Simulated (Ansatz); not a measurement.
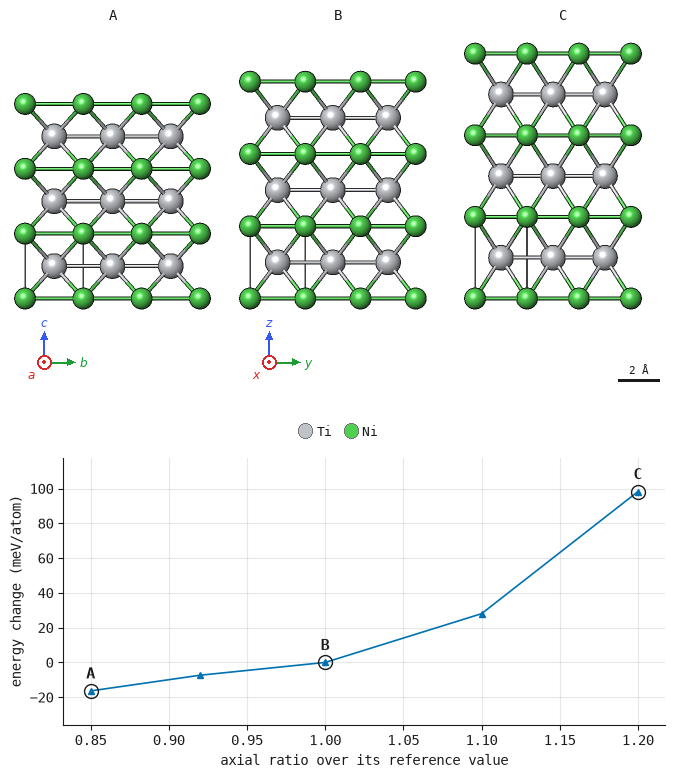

Energy scan for crystalline TiNi (P4/mmm), in which the ratio of the cell's length along z to its lengths across, counted as 1 for the reference, is changed at fixed volume (a c/a path), with the atoms kept at their fractional coordinates. x, y and z are the Cartesian axes of the input. The lettered frames are marked on the plot. Style: ball-and-stick. Shown: the cell of the calculation, repeated 2 × 3 × 3 with one cell outlined, along the a axis.

All numbers below come from DFT PBEsol, scalar-relativistic, plane waves, PAW in Ansatz. (plane-wave cutoff 420 eV; k-point mesh 20 × 20 × 14; occupations gaussian; smearing width 0.15 eV; no spin polarisation). Energies (free energies at the smearing named) are counted from the cell as listed in its source, which wasn't relaxed.

What does the scan show?

Of the computed points the lowest is at the relative ratio 0.85, −16.4 meV/atom. The energy is still falling at the end of the range, so the minimum along this coordinate lies there or beyond. The unrelaxed reference is under a pressure of −6.3 GPa. The distortion keeps the space group P4/mmm. At the relative ratio 1.20 the cell of the drawing goes a 2.736 → 2.574 Å, b 2.736 → 2.574 Å, c 3.581 → 4.044 Å.
